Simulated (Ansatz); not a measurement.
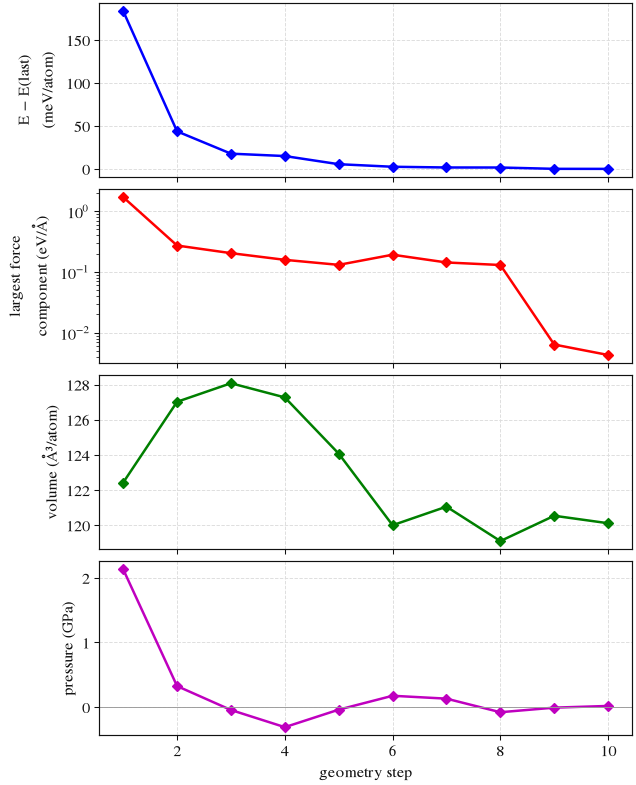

History of a geometry optimisation. The run: CdS (4 atoms in the cell), by DFT PBE, scalar-relativistic, plane waves, PAW in Ansatz; cutoff 420 eV, 1×1×14 k-mesh, Gaussian smearing of 0.05 eV, collinear spins. A closing SCF on a freshly chosen basis isn't drawn.

The optimisation met its thresholds at geometry 10, counting the start as the first. The energy fell by about 180 meV/atom from the first step to the last. Step 8 went uphill and was rejected by the line search. The largest force component goes from about 1.7 eV/Å at the start to 4 × 10⁻³ eV/Å at the end. The volume shrinks from 122.4 to 120.1 Å³ per atom (−2 %), as the pressure goes from 2.1 GPa to about 0 GPa.
